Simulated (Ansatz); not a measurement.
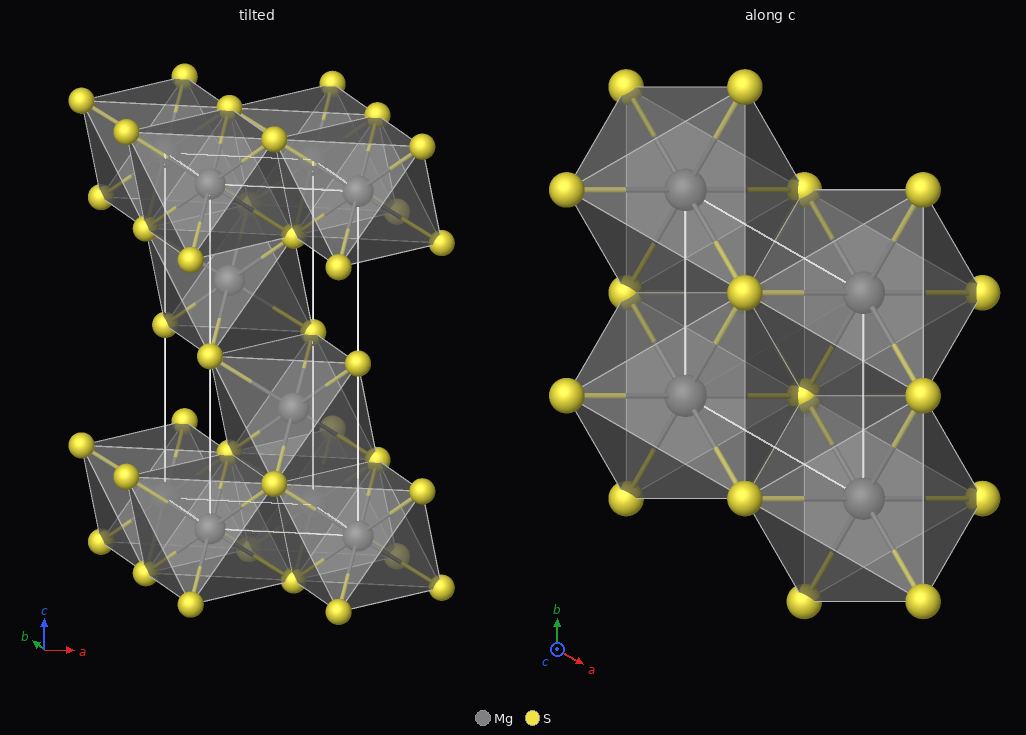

Polyhedral drawing of the structure, looking slightly off an axis and along the c axis. Atoms at the boundary of the conventional unit cell (the box) are drawn once for each face, edge or corner they touch. Some atoms of the next cells are drawn as well.

MgS, space group R-3m (No. 166), a = 3.679 Å, b = 3.679 Å, c = 8.562 Å, α = 90.00°, β = 90.00°, γ = 120.00°. Its origin is a structure type filled with these elements by a generator (whether the compound takes this form wasn't checked). The cell was then strained or its atoms displaced on purpose. Ansatz was used for an electronic-structure calculation on it.

This one geometry was computed with Ansatz (DFT, plane waves, PAW) at three levels of theory: r2SCAN, HSE06 and PBE. It was relaxed with r2SCAN and then strained.

> Which level gives the highest pressure at this volume, and what does that say about its equilibrium volume?

Highest: PBE (5.6 GPa), which points to the largest equilibrium volume. Lowest, with the smallest volume: r2SCAN (4.5 GPa) and HSE06 (4.1 GPa). Levels within 0.5 GPa of each other can't be told apart.

> How does the band gap change with the level of theory?

PBE: a gap of 2.53 eV, indirect; r2SCAN: a gap of 3.18 eV, indirect; HSE06: a gap of 3.54 eV, indirect.

> Collect the results in a table.

| level | cutoff (eV) | k-mesh of the run's cell | gap (eV) | pressure (GPa) |
| --- | --- | --- | --- | --- |
| r2SCAN | 500 | 8×8×8 | 3.18 | 4.5 |
| HSE06 | 420 | 6×6×6 | 3.54 | 4.1 |
| PBE | 420 | 8×8×8 | 2.53 | 5.6 |

Gaps are taken on the k-mesh or band path of each run.
